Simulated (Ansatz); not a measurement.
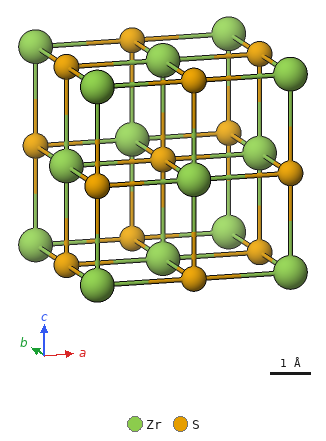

Phonons of solid ZrS, at the zone centre. Style: ball-and-stick. Shown: the conventional cell (4 times the calculation's cell), slightly off an axis. Lengths and directions refer to the drawn axes.

Computed with DFT LDA, scalar-relativistic, plane waves, PAW in Ansatz 0.2.0.

The input:
```yaml
crystal:
  lattice:
    - [0.0, 2.5682303311, 2.5682303311]
    - [2.5682303311, 0.0, 2.5682303311]
    - [2.5682303311, 2.5682303311, 0.0]
  atoms:
    - { symbol: Zr, position: [0.0, 0.0, 0.0] }
    - { symbol: S, position: [0.5, 0.5, 0.5] }
basis:
  ecutwfc: 420
kpoints:
  mp_grid: { grid: [14, 14, 14] }
hamiltonian:
  xc: lda
scf:
  occupations: { method: fermi_dirac, width: 0.15 }
output:
  eigenvalues: true
phonons:
  method: dfpt
  eigenvectors: true
```

Command:
```bash
ansatz run input.yaml --threads 1 --pin off --max-ram 3072MiB --backend cpu --events-out ev --progress --plain --runs-dir out
```

The frequencies depend somewhat on the k-mesh and the smearing.

### Give the spectrum at this point.

The calculation's cell holds 2 atoms, so there are 3 optical modes, in 1 level. The optical modes span T₁u. No level is unstable.

```
level  symmetry  frequency (cm⁻¹)         activity
    1       T₁u               271  infrared-active
```

The crystal is a metal, so free carriers screen the infrared response.

The displacement patterns (one member of each degenerate set):

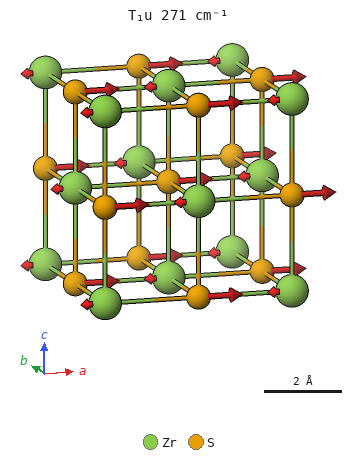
